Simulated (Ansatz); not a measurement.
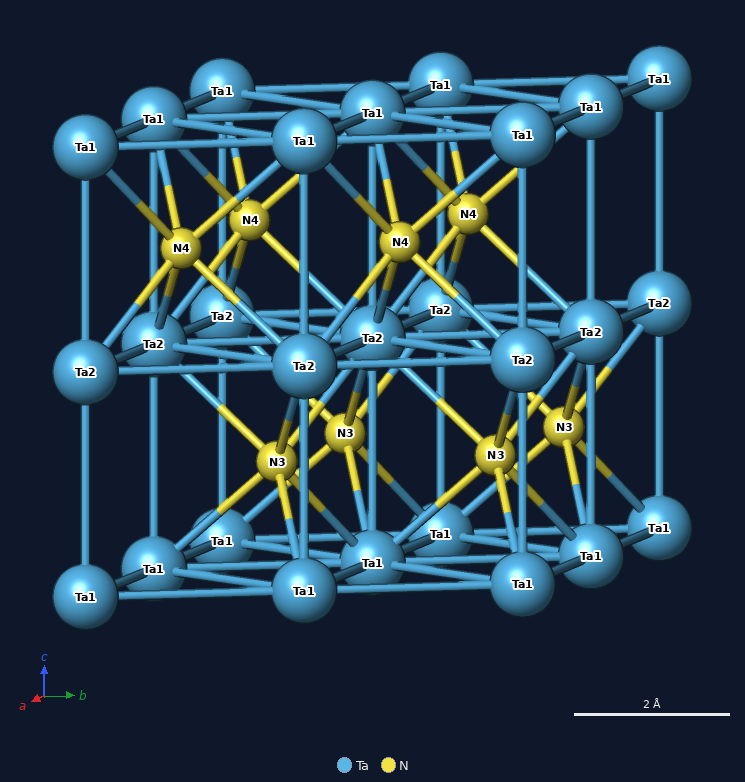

**Figure 1.** The structure as given in the input (ball-and-stick view of the cell of the calculation, set on other vectors, repeated 2 × 2 × 1, seen slightly off an axis; atoms are numbered from 1 in the order of the input). Near neighbours in the crystal (not all of them lie inside the picture): Ta has 6 N at 2.22 Å and 8 Ta at 2.89 to 2.93 Å; N has 6 Ta at 2.22 Å.

**TaN: a failed or faulty run and its cure**

System: TaN (4 atoms in the cell).
Method of run A: DFT, PBEsol, plane waves, PAW (Ansatz 0.2.0).

The structure derives from an entry of the Crystallography Open Database. Text and figures count atoms from 1; the logs count them from 0 in places.

## Input file, run A
```yaml
crystal:
  lattice:
    - [2.8894657411, 0.0, 0.0]
    - [0.0, 5.8607958163, 0.0]
    - [1.4447328706, 0.0, 2.5023507352]
  atoms:
    - { symbol: Ta, position: [0.0, 0.0, 0.0] }
    - { symbol: Ta, position: [0.0, 0.5, 0.0] }
    - { symbol: "N", position: [0.3333333333, 0.75, 0.3333333333] }
    - { symbol: "N", position: [0.6666666667, 0.25, 0.6666666667] }
basis:
  ecutwfc: 420
kpoints:
  mp_grid: { grid: [12, 6, 14] }
hamiltonian:
  xc: pbesol
scf:
  occupations: { method: gaussian, width: 0.1 }
  max_iter: 2.5
output:
  forces: true
  eigenvalues: true
  stress: true
```

Launched with:
```bash
ansatz run input.yaml --threads 2 --pin off --max-ram 5120MiB --backend cpu --events-out ev --progress --plain --runs-dir out
```

Hardware: 2 threads of Intel Xeon (Granite Rapids), 32 GiB of memory available, shared host.

## Output (run A)
```
Error: YAML parse error: error: line 19 column 13: invalid u64
  --> <input>:19:13
   |
17 | scf:
18 |   occupations: { method: gaussian, width: 0.1 }
19 |   max_iter: 2.5
   |             ^ invalid u64
20 | output:
21 |   forces: true
   |
```

Question: What went wrong, and how is the input to be mended?

Answer: The input was spoiled on purpose: a value of the wrong type. The program refused the input: “YAML parse error: error: line 19 column 13: invalid u64 --> <input>:19:13 | 17 | scf: 18 | occupations: { method: gaussian, width: 0.1 } 19 | max_iter: 2.5 | ^ invalid u64 20 | output: 21 | forces: true |”

A run of the same system that converges differs from this input as follows (lines with − go, lines with + come):
```diff
-  max_iter: 2.5
```

## Output, shortened to warnings, some set-up lines, iterations and results (run B)
```
Warning: crystal.symmetry: narrowed to the stabiliser of the k-point mesh — unitary ops 24 → 4; excluded 20 operations that carry a point of the 12×6×14 mesh (shift [0, 0, 0]) off the mesh (the run samples exactly the mesh kpoints.mp_grid names, as under crystal.symmetry.detect: false, and its converged state has the mesh's symmetry, not the crystal's; ε∞, the Born charges and the force constants …
Basis set: ecut = 420 eV, 799 PW (Γ), exchange–correlation on 40×80×40 points (8 copies of the dense FFT grid, shifted against one another)
Symmetry: 4 space group operations
k-points: 344 of 1008
Initial density: superposition of atomic densities (neutral atoms: chi_scale 0, normalization atom), corrected by the library's trained network
[...]
SCF iter   1: F=—  HF=-20374.480517 eV  |F-HF|=—  |Δ(HF+E_count)|=         —  Δρ=1.73e-2  dr2=1.05e-1  ethr=1.77e-3  ⟨swp⟩=5.1  Hψ=33812  notcnv=0
SCF iter   2: F=—  HF=-20374.455597 eV  |F-HF|=—  |Δ(HF+E_count)|=   2.49e-2  Δρ=4.87e-3  dr2=7.69e-3  ethr=2.92e-4  ⟨swp⟩=2.3  Hψ=12985  notcnv=0
SCF iter   3: F=—  HF=-20374.453867 eV  |F-HF|=—  |Δ(HF+E_count)|=   1.73e-3  Δρ=2.55e-3  dr2=2.44e-3  ethr=2.14e-5  ⟨swp⟩=1.1  Hψ=7711  notcnv=0
SCF iter   4: F=—  HF=-20374.453079 eV  |F-HF|=—  |Δ(HF+E_count)|=   7.88e-4  Δρ=3.52e-4  dr2=5.01e-5  ethr=6.78e-6  ⟨swp⟩=2.4  Hψ=11723  notcnv=0
SCF iter   5: F=—  HF=-20374.453102 eV  |F-HF|=—  |Δ(HF+E_count)|=   2.37e-5  Δρ=8.85e-5  dr2=2.80e-6  ethr=1.39e-7  ⟨swp⟩=2.1  Hψ=10709  notcnv=0
SCF iter   6: F=-20374.453102 eV  HF=-20374.453102 eV  |F-HF|=1.39e-8  |Δ(HF+E_count)|=   2.22e-7  Δρ=1.49e-5  dr2=7.21e-8  ethr=2.78e-10  ⟨swp⟩=3.8  Hψ=34347  notcnv=0
SCF 1 converged in 6 iterations: F = -20374.453102 eV  dr2 = 7.21e-8
SCF converged after 6 iterations
Free energy (F): -20374.453102 eV
Harris-Foulkes:  -20374.453102 eV  (|F-HF|=1.39e-8)
Internal energy: -20374.447852 eV  (E = F + TS)
E sigma→0 (E₀):  -20374.450477 eV
Entropy (-TS):   -0.005250 eV (-1.312 meV/atom)
Fermi energy:    20.450903 eV
--- Per-component energies (eV) ---
  E_band       = -93.362533
  E_kinetic    = 1000.674929
  E_local      = -1180.706705  (includes V_loc(G=0)·N_el)
  E_nonlocal   = 126.231060
  E_hartree    = 397.489224
  E_xc         = -556.436179
  E_vxc        = -564.175312  (∫ρ·V_xc dr)
  E_paw        = -16791.109626  (= ΣΔE_a)
  E_vpaw       = -270.366694  (= ΣTr[D̂ρ^β])
  E_aug_tail   = 0.000404  (compensation charges beyond the density's cutoff)
  E_ewald      = -3371.074449
  E_core_change = 0.483491  (= ΣΔE_core)
  E_smearing   = -0.005250  (= −TS)
  E_closure    = -0.000000  (closes the sum)
  Σ components = -20374.453102   (vs F -20374.453102, Δ=0.00e0)
--- Forces (eV/Å), atoms counted from 1 ---
  atom   1  Ta    -0.00000000    -0.00000000     0.00000000
  atom   2  Ta    -0.00000000     0.00000000    -0.00000000
  atom   3  N     -0.00021956     0.00000000    -0.00114930
  atom   4  N      0.00021956    -0.00000000     0.00114930
  max |Σ_I F_I| component: 3.16e-30 eV/Å
--- Stress (GPa, compression-positive) ---
        0.134254      -0.000000      -0.165625
       -0.000000       0.056487      -0.000000
       -0.165625      -0.000000      -0.075153
  P = ⅓ Tr σ = 0.0385 GPa (0.385 kbar)
```

## The two runs side by side

| quantity | run A | run B |
| --- | --- | --- |
| outcome | refused | converged |
| free energy per atom (eV) | – | −5093.6133 |
| gap on the mesh (eV) | – | 0.00 |
| pressure (GPa) | – | 0.04 |
| volume per atom (Å³) | – | 10.59 |
| largest force (eV/Å) | – | 0.001 |
| SCF iterations | – | 6 |
| irreducible k-points | – | 344 |
| plane waves at Γ | – | 799 |

Notes on run B: The program warns: the k-point mesh lowers the symmetry that the run can use. Spin–orbit coupling is left out, which matters for Ta.
